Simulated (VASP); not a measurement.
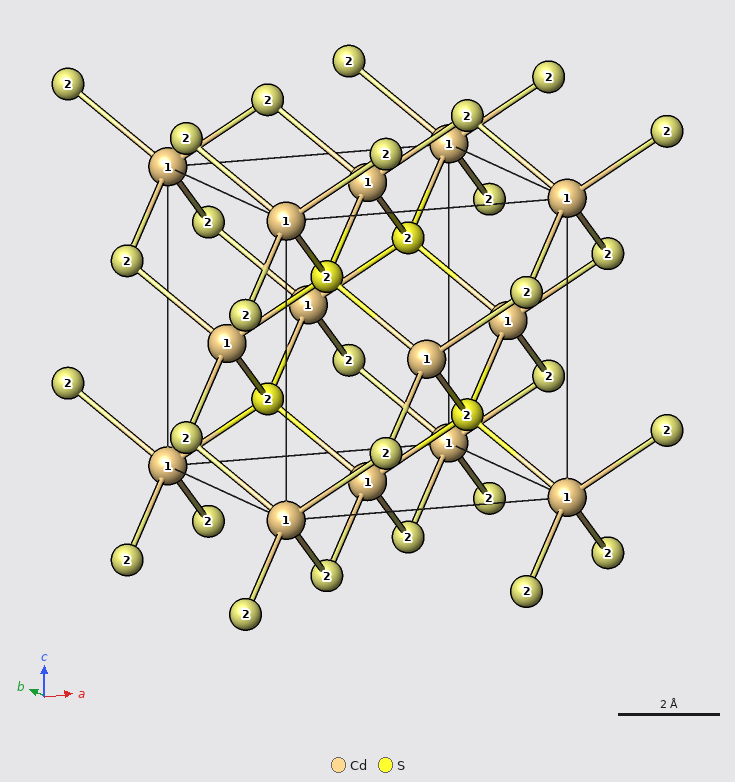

**Figure 1.** The structure as given in the input (ball-and-stick view of the cell 4 times as large as that of the calculation, set on its symmetry axes, seen slightly off an axis; neighbours outside the cell are drawn fainter; atoms are numbered from 1 in the order of the input). An atom can appear more than once, as a periodic image.

**Single-point calculation of CdS**

- system: CdS (2 atoms in the cell)
- method: DFT, plane waves, PAW, settings varied from a PBE run (VASP 6.6.1)

The structure was built on a prototype by a generator. Some settings of this run were made unusual or wrong on purpose. The geometry comes from this level: r2SCAN (a point of a series of strains).

**INCAR**
```
ENCUT = 520.000000
SIGMA = 0.020000
EDIFF = 1.00e-07
GGA = PE
PREC = Accurate
IBRION = -1
ISIF = 2
ISMEAR = -1
NBANDS = 16
NSW = 0
LASPH = .TRUE.
LCHARG = .FALSE.
LWAVE = .FALSE.
LREAL = .FALSE.
NELM = 52
NELECT = 12
```

**KPOINTS**
```
KPOINTS created by Atomic Simulation Environment
0
Gamma
8 8 8
0 0 0
```

**POSCAR**
```
Cd S
 1.0000000000000000
     0.0000000000000000    3.0273912883000000    3.0273912883000000
     3.0273912883000000    0.0000000000000000    3.0273912883000000
     3.0273912883000000    3.0273912883000000    0.0000000000000000
 Cd  S
   1   1
Cartesian
  0.0000000000000000  0.0000000000000000  0.0000000000000000
  1.5136956441500000  1.5136956441500000  1.5136956441500000
```

Hardware: 1 CPU thread, shared host.

Launch command:
```bash
mpirun -np 1 vasp_std
```

**OSZICAR**
```
N       E                     dE             d eps       ncg     rms          rms(c)
DAV:   1     0.701733752128E+02    0.70173E+02   -0.55200E+03   952   0.633E+02
DAV:   2     0.770070465469E+01   -0.62473E+02   -0.56871E+02  1128   0.155E+02
DAV:   3     0.526409448418E+01   -0.24366E+01   -0.24286E+01  1184   0.327E+01
DAV:   4     0.524759730153E+01   -0.16497E-01   -0.16496E-01  1144   0.257E+00
DAV:   5     0.524734125191E+01   -0.25605E-03   -0.25605E-03  1152   0.312E-01    0.125E+01
DAV:   6     0.924352137909E+01    0.39962E+01   -0.12464E+01  1184   0.222E+01    0.870E+00
DAV:   7     0.113658384387E+02    0.21223E+01   -0.11859E+01  1208   0.110E+01    0.130E+01
DAV:   8     0.129506458970E+02    0.15848E+01   -0.13333E+01   960   0.131E+01    0.100E+01
DAV:   9     0.131470026315E+02    0.19636E+00   -0.17485E-01  1256   0.243E+00    0.888E+00
DAV:  10     0.132437479064E+02    0.96745E-01   -0.78041E-02  1008   0.137E+00    0.143E+00
DAV:  11     0.132234426272E+02   -0.20305E-01   -0.13627E-02   976   0.725E-01    0.236E-01
DAV:  12     0.132228134744E+02   -0.62915E-03   -0.46482E-03  1192   0.206E-01    0.191E-01
DAV:  13     0.132227738231E+02   -0.39651E-04   -0.73452E-05  1072   0.574E-02    0.746E-02
DAV:  14     0.132227850229E+02    0.11200E-04   -0.49183E-05  1288   0.282E-02    0.215E-02
DAV:  15     0.132227853742E+02    0.35132E-06   -0.29542E-06  1040   0.100E-02    0.100E-02
DAV:  16     0.132227859018E+02    0.52759E-06   -0.27678E-06  1184   0.412E-03    0.213E-03
DAV:  17     0.132227860029E+02    0.10111E-06   -0.11739E-07   824   0.217E-03    0.269E-03
DAV:  18     0.132227860081E+02    0.51725E-08   -0.26289E-08   656   0.509E-04
   1 F= 0.13222786E+02 E0= 0.13222786E+02  d E =-.675239E-12
```

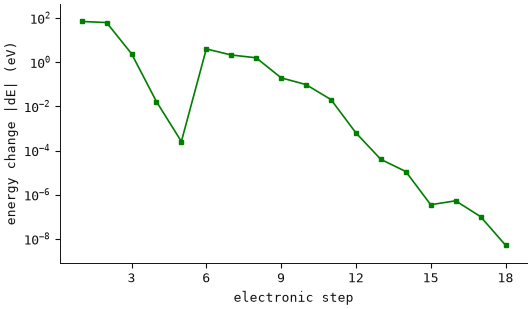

**Figure 2.** Convergence of the self-consistent field: energy change |dE| against the electronic step. It takes 18 electronic steps. The density is held fixed in the first few steps, and dE rises again when its update begins.

**Parts of OUTCAR**
```
k-points           NKPTS =     29   k-points in BZ     NKDIM =     29   number of bands    NBANDS=     16

   NELECT =      12.0000    total number of electrons

   dimension x,y,z NGX =    32 NGY =   32 NGZ =   32
   dimension x,y,z NGXF=    64 NGYF=   64 NGZF=   64

  energy-cutoff  :      520.00
  volume of cell :       55.49
      direct lattice vectors                 reciprocal lattice vectors
     0.000000000  3.027391288  3.027391288    -0.165158697  0.165158697  0.165158697
     3.027391288  0.000000000  3.027391288     0.165158697 -0.165158697  0.165158697
     3.027391288  3.027391288  0.000000000     0.165158697  0.165158697 -0.165158697

 k-points in reciprocal lattice and weights: KPOINTS created by Atomic Simulation Env
   0.00000000  0.00000000  0.00000000       0.002
   0.12500000  0.00000000  0.00000000       0.016
   0.25000000  0.00000000  0.00000000       0.016
   0.37500000  0.00000000  0.00000000       0.016
   0.50000000  0.00000000  0.00000000       0.008
   0.12500000  0.12500000  0.00000000       0.012
   0.25000000  0.12500000  0.00000000       0.047
   0.37500000  0.12500000  0.00000000       0.047
   0.50000000  0.12500000  0.00000000       0.047
  -0.37500000  0.12500000  0.00000000       0.047
  -0.25000000  0.12500000  0.00000000       0.047
  -0.12500000  0.12500000  0.00000000       0.023
   0.25000000  0.25000000  0.00000000       0.012
   0.37500000  0.25000000  0.00000000       0.047
   0.50000000  0.25000000  0.00000000       0.047
  -0.37500000  0.25000000  0.00000000       0.047
  -0.25000000  0.25000000  0.00000000       0.023
   0.37500000  0.37500000  0.00000000       0.012
   0.50000000  0.37500000  0.00000000       0.047
  -0.37500000  0.37500000  0.00000000       0.023
   0.50000000  0.50000000  0.00000000       0.006
   0.37500000  0.25000000  0.12500000       0.047
   0.50000000  0.25000000  0.12500000       0.094
  -0.37500000  0.25000000  0.12500000       0.047
   0.50000000  0.37500000  0.12500000       0.047
  -0.37500000  0.37500000  0.12500000       0.094
  -0.25000000  0.37500000  0.12500000       0.047
  -0.37500000  0.50000000  0.12500000       0.023
  -0.25000000  0.50000000  0.25000000       0.012

 E-fermi :  -8.5496

 k-point     1 :       0.0000    0.0000    0.0000
  band No.  band energies     occupation
      1     -18.5882      2.00000
      2      -9.8907      2.00000
      3      -9.8907      2.00000
      4      -9.8907      2.00000
      5      -9.1308      2.00000
      6      -9.1308      2.00000
      7      -5.9601      0.00000
      8      -5.9601      0.00000
      9      -5.9601      0.00000
     10       1.6573      0.00000
     11       6.6813      0.00000
     12       6.6813      0.00000
     13       6.6813      0.00000
     14      10.0153      0.00000
     15      10.0153      0.00000
     16      14.9322      0.00000

 k-point     2 :       0.1250    0.0000    0.0000
  band No.  band energies     occupation
      1     -18.5786      2.00000
      2      -9.8739      2.00000
      3      -9.8739      2.00000
      4      -9.8253      2.00000
      5      -9.1313      2.00000
      6      -9.1313      2.00000
      7      -6.1619      0.00000
      8      -5.9970      0.00000
      9      -5.9970      0.00000
     10       1.8349      0.00000
     11       6.7035      0.00000
     12       6.7976      0.00000
     13       6.7976      0.00000
     14       9.9534      0.00000
     15       9.9534      0.00000
     16      15.2259      0.00000

 k-point     3 :       0.2500    0.0000    0.0000
  band No.  band energies     occupation
      1     -18.5554      2.00000
      2      -9.8330      2.00000
      3      -9.8330      2.00000
      4      -9.6363      2.00000
      5      -9.1315      2.00000
      6      -9.1315      2.00000
      7      -6.6587      0.00000
      8      -6.0867      0.00000
      9      -6.0867      0.00000
     10       2.1969      0.00000
     11       6.9713      0.00000
     12       7.0536      0.00000
     13       7.0536      0.00000
     14       9.9230      0.00000
     15       9.9230      0.00000
     16      14.3417      0.00000

 k-point     4 :       0.3750    0.0000    0.0000
  band No.  band energies     occupation
      1     -18.5322      2.00000
      2      -9.7920      2.00000
      3      -9.7920      2.00000
      4      -9.3734      2.00000
      5      -9.1296      2.00000
      6      -9.1296      2.00000
      7      -7.2051      0.00000
      8      -6.1775      0.00000
      9      -6.1775      0.00000
     10       2.4535      0.00000
     11       7.2480      0.00000
     12       7.2480      0.00000
     13       7.7150      0.00000
     14      10.1263      0.00000
     15      10.1263      0.00000
     16      12.5530      0.00000

 k-point     5 :       0.5000    0.0000    0.0000
  band No.  band energies     occupation
      1     -18.5227      2.00000
      2      -9.7750      2.00000
      3      -9.7750      2.00000
      4      -9.2209      2.00000
      5      -9.1282      2.00000
      6      -9.1282      2.00000
      7      -7.4691      0.00000
      8      -6.2154      0.00000
      9      -6.2154      0.00000
     10       2.5283      0.00000
     11       7.3034      0.00000
     12       7.3034      0.00000
     13       8.3509      0.00000
     14      10.3152      0.00000
     15      10.3152      0.00000
     16      11.5111      0.00000

 [... the levels of 23 k-points are left out ...]

 k-point    29 :      -0.2500    0.5000    0.2500
  band No.  band energies     occupation
      1     -18.5013      2.00000
      2      -9.6648      2.00000
      3      -9.6457      2.00000
      4      -9.1685      2.00000
      5      -9.1433      2.00000
      6      -9.1217      2.00000
      7      -7.4278      0.00000
      8      -6.5995      0.00000
      9      -6.5421      0.00000
     10       2.9456      0.00000
     11       7.0092      0.00000
     12       8.2622      0.00000
     13       8.7159      0.00000
     14      10.2163      0.00000
     15      10.8123      0.00000
     16      11.5016      0.00000

  Total      -44.6504237    -44.6504237    -44.6504237     -0.0000000     -0.0000000      0.0000000
  in kB    -1289.1412365  -1289.1412365  -1289.1412365     -0.0000000     -0.0000000      0.0000000
  external PRESSURE =   -1289.1412365 kB  Pullay stress =       0.0000000 kB

 POSITION                                       TOTAL-FORCE (eV/Angst)
 -----------------------------------------------------------------------------------
      0.00000      0.00000      0.00000        -0.000000     -0.000000     -0.000000
      1.51370      1.51370      1.51370         0.000000      0.000000      0.000000
 -----------------------------------------------------------------------------------
    total drift:                                0.000003      0.000003      0.000003

  FREE ENERGIE OF THE ION-ELECTRON SYSTEM (eV)
  ---------------------------------------------------
  free  energy   TOTEN  =        13.2227860081 eV

  energy  without entropy=       13.2227860081  energy(sigma->0) =       13.22278601
```

**What the run reported**

| quantity | value |
| --- | --- |
| outcome | converged |
| space group (tolerance 0.01 Å) | F-43m (216) |
| electrons treated | 12 |
| free energy | 13.2228 eV |
| Fermi energy | −8.550 eV |
| band gap | 1.63 eV |
| pressure | −128.91 GPa |
| largest force (length of the vector) | under 0.001 eV/Å |
| wall time | 22 s |
| peak memory | 0.18 GiB |

**What went wrong**

Some settings of this run were drawn to be unusual or wrong (NELM = 52; NELECT changed by -6 from the neutral count). It converged; results that depend on the unusual settings are not reference values. The cell is charged and computed with a neutralising background, so its energy and pressure depend on the cell and aren't those of a real crystal.
